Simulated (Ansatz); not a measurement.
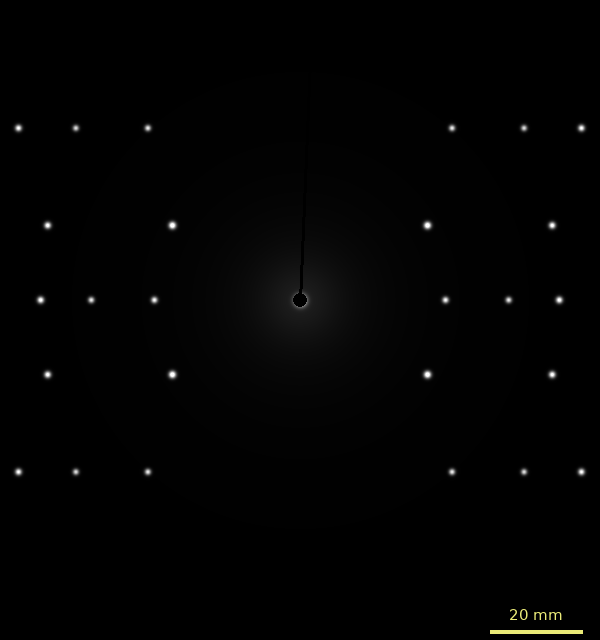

Simulated X-ray rotation photograph: Cu Kα radiation (λ = 1.5418 Å), cylindrical film of radius 57.3 mm unrolled, rotation axis vertical and normal to the beam, kinematic intensities without Lorentz or polarisation factors, the film spanning ±63° about the beam; spots down to d = 1.40 Å.

**Measure the layer lines and find the identity period along the axis.**

The first layer line lies 16.4 mm from the equator, so tan ν = 0.286, sin ν = 0.275 and the period is λ/sin ν = 5.60 Å. Further lines follow at 37.8 mm.

The crystal is Bi, space group Im-3m (No. 229), a = 3.961 Å. Structure: the input geometry of an electronic-structure calculation (not necessarily at equilibrium); the starting structure was generated, so it need not be a known form of this composition.

**About which axis was it rotated?**

About [110] (or an equivalent direction), whose length in the conventional cell is 5.602 Å.
